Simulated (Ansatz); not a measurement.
**Ge₂H (slab): density, localisation and related maps**

```
CELL_PARAMETERS angstrom
8.02340 0.00000 0.00000
0.00000 8.02340 0.00000
0.00000 0.00000 24.27218
ATOMIC_POSITIONS crystal
Ge 0.00000 0.09428 0.63232
Ge 0.00000 0.40572 0.63232
Ge 0.50000 0.09428 0.63232
Ge 0.50000 0.40572 0.63232
Ge 0.25000 0.01503 0.58050
Ge 0.25000 0.48497 0.58050
Ge 0.75000 0.01503 0.58050
Ge 0.75000 0.48497 0.58050
Ge 0.25000 0.25000 0.51622
Ge 0.25000 0.75000 0.52733
Ge 0.75000 0.25000 0.51622
Ge 0.75000 0.75000 0.52733
Ge 0.00000 0.25000 0.46015
Ge 0.00000 0.75000 0.46705
Ge 0.50000 0.25000 0.46015
Ge 0.50000 0.75000 0.46705
Ge 0.00000 0.99640 0.40535
Ge 0.00000 0.50360 0.40535
Ge 0.50000 0.99640 0.40535
Ge 0.50000 0.50360 0.40535
Ge 0.25000 0.00000 0.34856
Ge 0.25000 0.50000 0.34856
Ge 0.75000 0.00000 0.34856
Ge 0.75000 0.50000 0.34856
H 0.25000 0.15321 0.30900
H 0.25000 0.84679 0.30900
H 0.25000 0.65321 0.30900
H 0.25000 0.34679 0.30900
H 0.75000 0.15321 0.30900
H 0.75000 0.84679 0.30900
H 0.75000 0.65321 0.30900
H 0.75000 0.34679 0.30900
H 0.00000 0.02794 0.69174
H 0.00000 0.47206 0.69174
H 0.50000 0.02794 0.69174
H 0.50000 0.47206 0.69174
```

Not relaxed (largest force 0.8 eV/Å).

Theory: DFT r2SCAN, scalar-relativistic, plane waves, PAW (Ansatz).

Core electrons are frozen (PAW), and the valence fields are smoothed inside the atomic spheres.

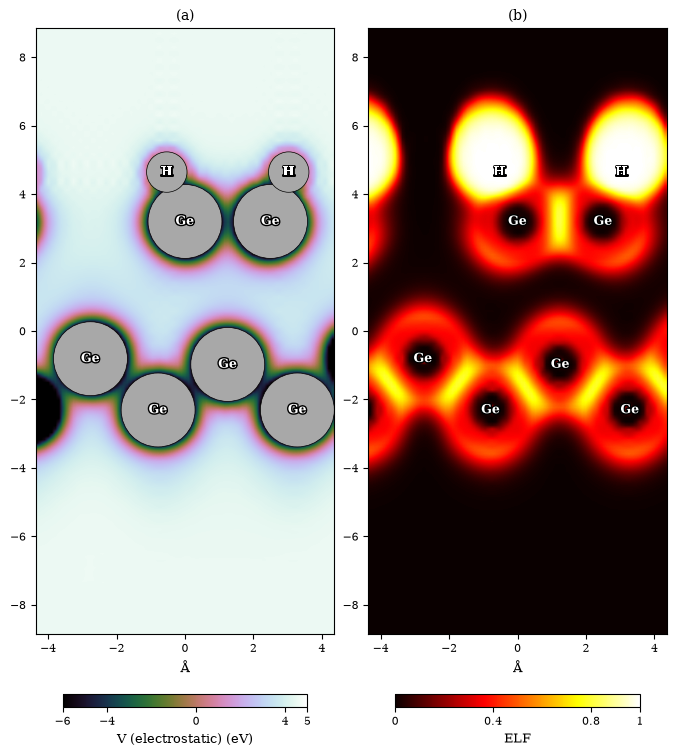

Figure 1. (a) electrostatic potential (local pseudopotential plus Hartree) felt by an electron; (b) electron localisation function on the (100) plane of the calculation cell, a cut from vacuum to vacuum. Grey discs cover the atomic cores in the potential map.

Question: Read the bonding off the picture.

Answer:
- The plane passes through Ge and H nuclei.
- Ge–H (1.54 Å): the ELF climbs to about 1 towards the hydrogen.
- Ge–Ge (2.43 Å): the ELF peaks at about 0.80 between the atoms (a shared electron pair).
- Ge–Ge (2.50 Å): the ELF peaks at about 0.80 between the atoms, as expected for localised, covalent bonding.
- Outside the cores the potential energy rises away from the atoms and is highest in the vacuum; its zero is arbitrary.

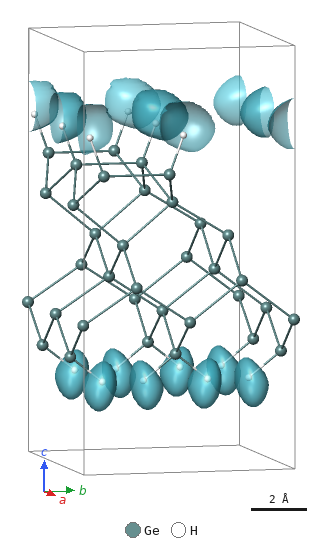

Figure 2. Isosurface of the ELF at 0.85 (cyan), seen slightly off an axis. Only the valence region is drawn (cores and ρ < 0.01 e/Å³ removed). Sticks mark near contacts.

Question: Identify the bonds, lone pairs and shells in this picture.

Answer: The surface consists of twelve regions around hydrogen nuclei, counted in one cell of 36 atoms. Counts are for one cell; the picture repeats the cell along the surface.


 Ge–Ge (2.42 Å): the ELF peaks at about 0.80 between the atoms, as expected for a shared electron pair.

Question: Metal or insulator at this level of theory?

Answer: It is gapped, with a Kohn–Sham gap of 1.3 eV on the k-point mesh (the band edges may lie off the mesh, which would make the gap smaller).
